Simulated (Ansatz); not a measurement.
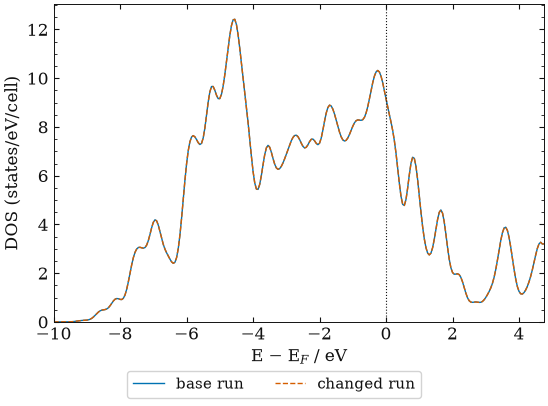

Densities of states of two runs on HRh₃, space group P6_3/mmc, 8 atoms in the cell, each from its own Fermi level, built from the levels of each run's k mesh with Gaussians 0.4 eV wide, which blur the band edges.

Input of the base run:

```
crystal:
  lattice:
    - [5.05650976, 0.0, 0.0]
    - [-2.52825438, 4.37906932, 0.0]
    - [0.0, 0.0, 4.03895165]
  atoms:
    - { symbol: Rh, position: [0.833, 0.666, 0.25] }
    - { symbol: Rh, position: [0.167, 0.833, 0.75] }
    - { symbol: Rh, position: [0.334, 0.167, 0.25] }
    - { symbol: Rh, position: [0.167, 0.334, 0.75] }
    - { symbol: Rh, position: [0.833, 0.167, 0.25] }
    - { symbol: Rh, position: [0.666, 0.833, 0.75] }
    - { symbol: H, position: [0.3333, 0.6667, 0.25] }
    - { symbol: H, position: [0.6666, 0.3333, 0.75] }
  symmetry: { tolerance: 0.0003 }
kpoints:
  mp_grid: { grid: [4, 4, 5], shift: [0, 0, 0] }
magnetization:
  spin_polarized: false
scf:
  occupations: { method: gaussian, width: 0.199 }
hamiltonian:
  pseudopotentials: { kind: paw }
  xc: r2scan
basis:
  ecutwfc: 500
output:
  forces: true
  stress: true
  eigenvalues: true
  write_density: true
  write_potential: true
  elf: true
  volumetric_format: npy
```

Launched with:
```bash
ansatz run input.yaml --threads 1 --pin off --max-ram 2560MiB --backend cpu --events-out ev --progress --plain --runs-dir out
```

The second run changes basis.xc_grid from the default to 3 and scf.mixing.preconditioner from the default to kerker_dos.

Q: What do the changes do to the electronic structure?

A: Almost nothing at this scale: the two curves lie nearly on top of each other. Both runs have no gap on their mesh. The free energy is unchanged within 0.1 meV an atom.

On the base run: The structure was built from a prototype or by substitution, so it need not be a known phase. The atoms aren't at rest in this cell (largest force 2.7 eV/Å), so the relaxed material can differ.
